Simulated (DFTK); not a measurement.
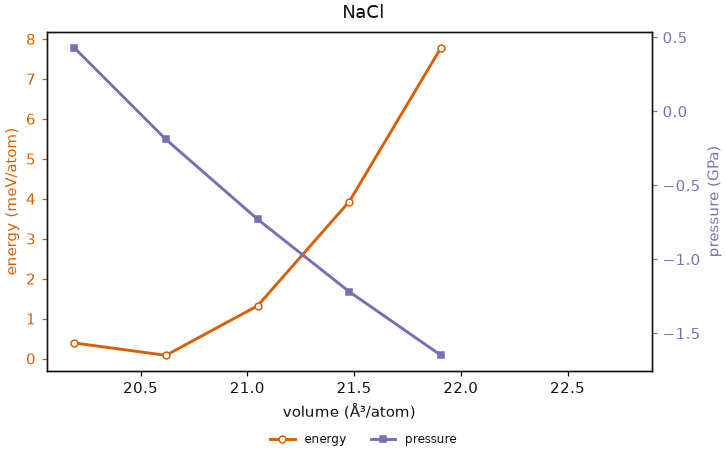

The plot gives the computed energy and pressure against volume for NaCl, space group Pm-3m (No. 221).

The given structure:
```
Cl Na
1.0
     3.50219    0.00000    0.00000
     0.00000    3.50219    0.00000
     0.00000    0.00000    3.50219
Cl Na
1 1
Direct
  0.50000 0.50000 0.50000
  0.00000 0.00000 0.00000
```

How it was computed, with DFTK 0.8.2: plane-wave DFT, no spin polarisation; energies at scaled volumes of the given cell, shape and fractions fixed, counted from the fit's minimum, third-order Birch-Murnaghan fit. Level: PBEsol.

| setting | value |
| --- | --- |
| k mesh | 8×8×8 |
| occupations | Fermi–Dirac |
| smearing width | 0.05 eV |
| potentials | dojo.nc.sr.pbesol.v0_4_1.standard |
| wave cutoff | 1197 eV |

The points at volume 22.34 Å³/atom and 22.77 Å³/atom are left out of the plot. What values does the calculation give there?

```csv
volume (Å³/atom),energy (meV/atom),pressure (GPa)
22.34,12.70,-2.03
22.77,18.59,-2.36
```
